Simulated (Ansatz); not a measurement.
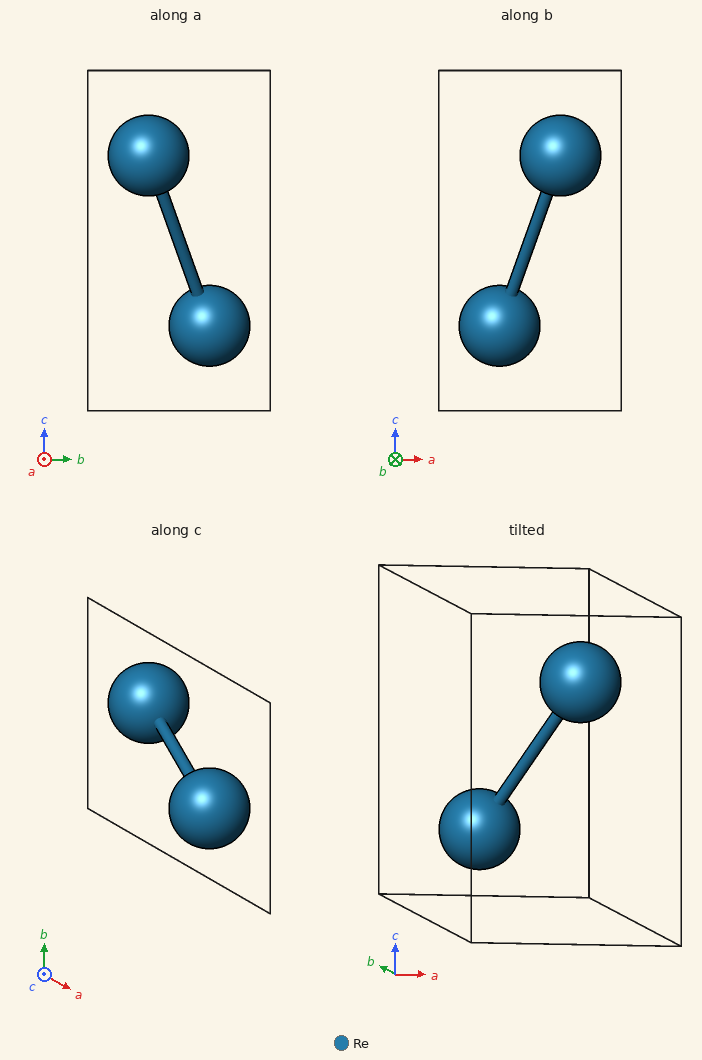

The image is a ball-and-stick drawing of a crystal, viewed along the a axis, along the b axis, along the c axis and slightly off an axis. The box is the conventional unit cell; atoms on or close to its faces, edges and corners are drawn wherever they repeat.

Lattice parameters: a = 2.6695 Å, b = 2.6695 Å, c = 4.3100 Å, α = 90.000°, β = 90.000°, γ = 120.000°.

Transcribe the picture into a CIF with its space group and independent sites.

Answer.
```cif
data_structure
_symmetry_space_group_name_H-M 'P 63/m m c'
_symmetry_Int_Tables_number 194
_cell_length_a 2.6695
_cell_length_b 2.6695
_cell_length_c 4.3100
_cell_angle_alpha 90.000
_cell_angle_beta 90.000
_cell_angle_gamma 120.000
_cell_volume 26.60
loop_
_atom_site_label
_atom_site_type_symbol
_atom_site_symmetry_multiplicity
_atom_site_Wyckoff_symbol
_atom_site_fract_x
_atom_site_fract_y
_atom_site_fract_z
_atom_site_occupancy
Re1 Re 2 c 0.6667 0.3333 0.7500 1
```

Starting structure: a structure type filled with this element by a generator (whether the element takes this form wasn't checked). Earlier steps of the study may have refined or changed the cell and positions. An electronic-structure calculation with Ansatz was run on it.

At this level of theory the cell isn't at rest (compressed, at 60 GPa), so its distances can differ from those at equilibrium, the more so the softer the solid.
